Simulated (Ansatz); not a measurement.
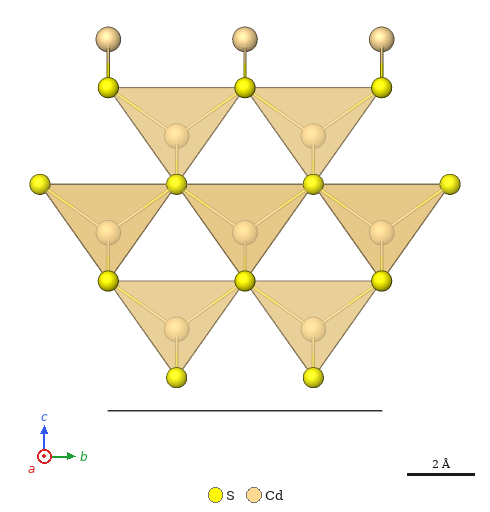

Starting structure of a slab of composition CdS (cut from the F-43m phase). A polyhedral model of the 1 × 2 repeat of the cell, outlined in the plane, without the vacuum, seen along the a axis.

Case: (1 0 0) slab, atoms relaxed. The slab is the (1 0 0) face of CdS.

All numbers below come from DFT PBEsol, scalar-relativistic, plane waves, PAW (Ansatz 0.2.0).

Input file:
```yaml
crystal:
  lattice:
    - [4.1183285457, 0.0, 0.0]
    - [0.0, 4.1183285457, 0.0]
    - [0.0, 0.0, 25.1923431464]
  atoms:
    - { symbol: S, position: [0.0, 0.5, 0.2977095047] }
    - { symbol: Cd, position: [0.5, 0.5, 0.3555067891] }
    - { symbol: S, position: [0.5, 0.0, 0.4133040734] }
    - { symbol: Cd, position: [0.0, 0.0, 0.4711013578] }
    - { symbol: S, position: [0.0, 0.5, 0.5288986422] }
    - { symbol: Cd, position: [0.5, 0.5, 0.5866959266] }
    - { symbol: S, position: [0.5, 0.0, 0.6444932109] }
    - { symbol: Cd, position: [0.0, 0.0, 0.7022904953] }
basis:
  ecutwfc: 420
kpoints:
  mp_grid: { grid: [7, 7, 1] }
hamiltonian:
  xc: pbesol
scf:
  occupations: { method: gaussian, width: 0.05 }
output:
  forces: true
  eigenvalues: true
relax:
  adjacent_minimum: "off"
  f_tol: 0.02
  max_steps: 60
efield:
  axis: 3
  dipole_correction: true
```

> Predict the outcome.

The energy falls by 86.0 meV per cell of the calculation in 4 geometry steps. Largest force component: 0.63 eV/Å at the start, 0.0017 eV/Å at the end. The largest move relative to the layer's centre is that of Cd2, 0.086 Å along the normal (−c). Largest moves by element: Cd 0.086 Å, S 0.070 Å. The cell stays as it was. Near-neighbour distances that change, for instance: S1–Cd2 2.522 → 2.446 Å, Cd2–S3 2.522 → 2.592 Å, Cd4–S5 2.522 → 2.580 Å, S3–Cd4 2.522 → 2.468 Å. Among the angles between lasting bonds that change: Cd2–S1–Cd2 109.5° → 114.7°, S1–Cd2–S1 109.5° → 114.7°, S7–Cd6–S7 109.5° → 105.2°. The run took of the order of 3 core-minutes on a shared host.

History of the run:

```tsv
step	E − E(0), meV/atom	largest force component, eV/Å
0	0.00	0.6309
1	-8.40	0.2460
2	-10.69	0.0430
3	-10.72	0.0268
4	-10.75	0.0017
```

After the run, drawn alike:

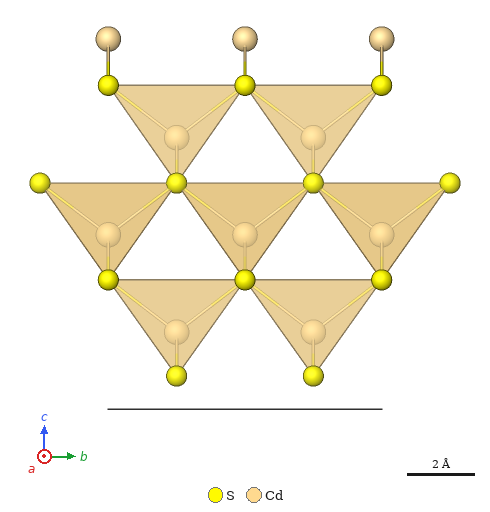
